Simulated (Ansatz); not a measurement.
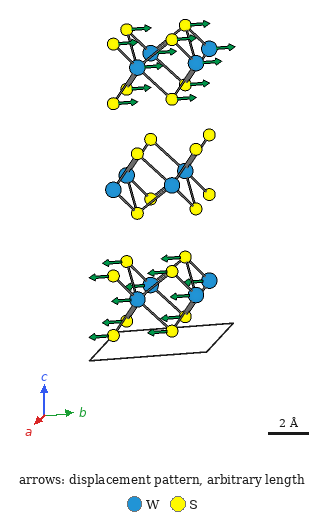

One vibrational mode of solid WS$_{2}$ at the zone centre. The green arrows are the displacements of the atoms (eigenvector over the root of the mass), of arbitrary overall length and sign. Style: ball-and-stick. Shown: the 2 × 2 repeat of the cell, outlined in the plane, without the vacuum, slightly off an axis.

These are results of DFT LDA, scalar-relativistic, plane waves, PAW (Ansatz), not measurements.

Input file:
```yaml
crystal:
  lattice:
    - [3.1263662411, 0.0, 0.0]
    - [-1.5631831206, 2.7075125863, 0.0]
    - [0.0, 0.0, 27.3420260035]
  atoms:
    - { symbol: W, position: [0.6666666667, 0.3333333333, 0.6597044517] }
    - { symbol: W, position: [0.3333333333, 0.6666666667, 0.8819642163] }
    - { symbol: W, position: [0.3333333333, 0.6666666667, 0.4375089814] }
    - { symbol: S, position: [0.6666666667, 0.3333333333, 0.9390168206] }
    - { symbol: S, position: [0.6666666667, 0.3333333333, 0.494656399] }
    - { symbol: S, position: [0.3333333333, 0.6666666667, 0.7168397491] }
    - { symbol: S, position: [0.6666666667, 0.3333333333, 0.8248164746] }
    - { symbol: S, position: [0.6666666667, 0.3333333333, 0.3804579158] }
    - { symbol: S, position: [0.3333333333, 0.6666666667, 0.6025689813] }
basis:
  ecutwfc: 420
kpoints:
  mp_grid: { grid: [12, 12, 1] }
hamiltonian:
  xc: lda
scf:
  occupations: { method: fixed }
output:
  eigenvalues: true
phonons:
  method: dfpt
  dielectric: true
  rigid_motions: translations
  eigenvectors: true
```

Run as
```bash
ansatz run input.yaml --threads 4 --pin off --max-ram 12288MiB --backend cpu --events-out ev --progress --plain --runs-dir out
```

Frequencies are those without the non-analytic (LO–TO) term.

Describe the mode and give its frequency.

This is the E″ mode (doubly degenerate; one member of the set is drawn) at 14 cm⁻¹, the lowest optical level, Raman-active by symmetry. All motion is along b of the drawn cell; whole layers move rigidly against one another; the kinetic energy is shared as W 74 %, S 26 %. The frequency is so near zero that its sign isn't certain.

Limits of the set-up: layers or molecules are held without a dispersion correction, so their spacing is unreliable.
